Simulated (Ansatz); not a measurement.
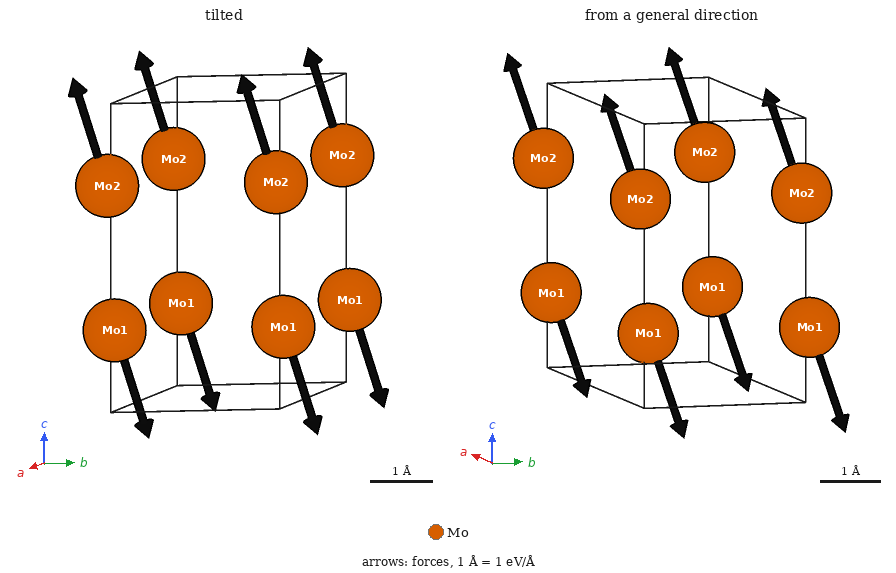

The crystal in a spheres-only representation, seen slightly off an axis and from a general direction. The simulation cell is drawn as a box. The arrows are the computed forces on the atoms.

System: Mo. Electronic-structure method: Ansatz, DFT r2SCAN, scalar-relativistic, plane waves, PAW. Parameters: a cutoff energy of 500 eV, a 12×12×8 sampling of the Brillouin zone, Gaussian smearing of 0.15 eV, no spin polarisation.

Has this structure been optimised to equilibrium?

No. The atoms still feel forces of up to about 1.5 eV/Å, far above a usual threshold of 0.01 to 0.03 eV/Å.

Which atom is pushed hardest?

Mo1 and Mo2, about 1.5 eV/Å.

Starting structure: a structure listed in the Materials Project. The cell was then strained or its atoms displaced on purpose. It went into a calculation with Ansatz.
